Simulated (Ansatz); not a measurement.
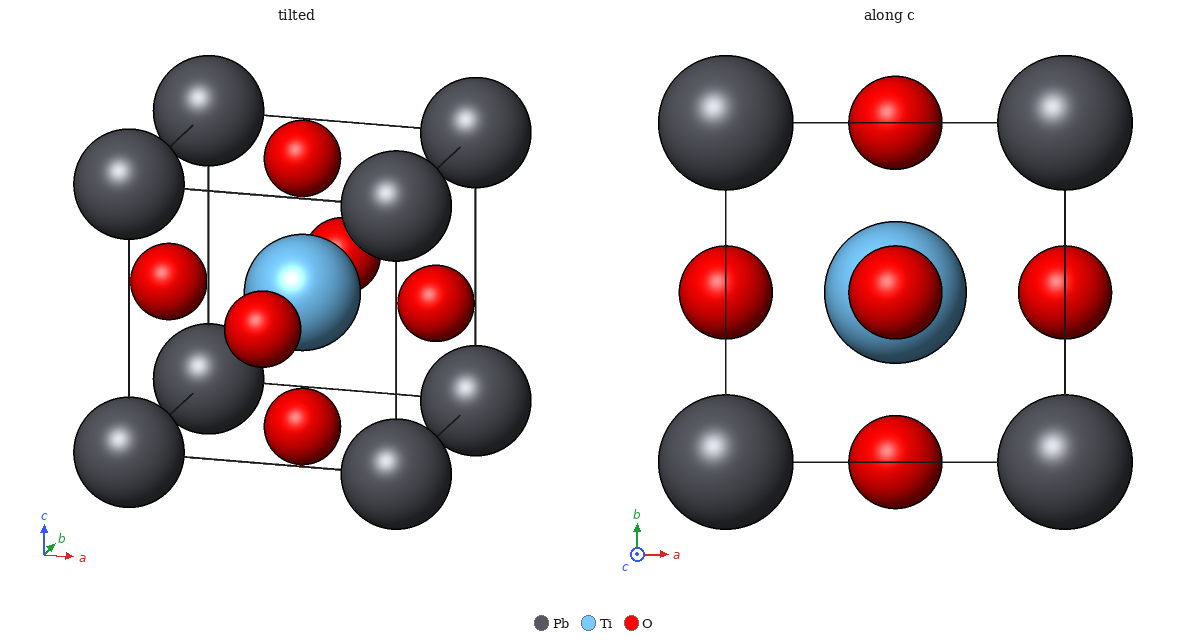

View slightly off an axis and along the c axis, drawn as a spheres-only model. The frame is the conventional unit cell; atoms at its boundary are shown with their periodic copies.

TiPbO3, cubic perovskite with the larger cation on the octahedral site (an inverted filling), space group Pm-3m (No. 221), a = 3.935 Å, b = 3.935 Å, c = 3.935 Å, α = 90.00°, β = 90.00°, γ = 90.00°. The structure was taken from a structure type filled with these elements by a generator (whether the compound takes this form wasn't checked). Earlier steps of the study may have refined or changed the cell and positions. It was run through Ansatz as a DFT input.

This one geometry was computed with Ansatz (DFT, plane waves, PAW) at five levels of theory: HSE06, r2SCAN, PBE0, PBE with spin-orbit coupling and PBE. It was relaxed beforehand with r2SCAN.

**Which level gives the highest pressure at this volume, and what does that say about its equilibrium volume?**

Highest: PBE with spin-orbit coupling (4.3 GPa) and PBE (4.4 GPa), which points to the largest equilibrium volume. Lowest, with the smallest volume: HSE06 (-1.8 GPa) and PBE0 (-1.9 GPa). Levels within 0.5 GPa of each other can't be told apart.

**How does the band gap change with the level of theory?**

PBE with spin-orbit coupling: a gap of 1.59 eV, indirect; PBE: a gap of 1.63 eV, direct; r2SCAN: a gap of 1.92 eV, direct; HSE06: a gap of 2.72 eV, indirect; PBE0: a gap of 3.43 eV, indirect.

**Collect the results in a table.**

| level | cutoff (eV) | k-mesh of the run's cell | gap (eV) | pressure (GPa) |
| --- | --- | --- | --- | --- |
| HSE06 | 420 | 4×4×4 | 2.72 | -1.8 |
| r2SCAN | 500 | 6×6×6 | 1.92 | 0.0 |
| PBE0 | 420 | 4×4×4 | 3.43 | -1.9 |
| PBE with spin-orbit coupling | 420 | 6×6×6 | 1.59 | 4.3 |
| PBE | 420 | 6×6×6 | 1.63 | 4.4 |

Gaps are taken on the k-mesh or band path of each run.
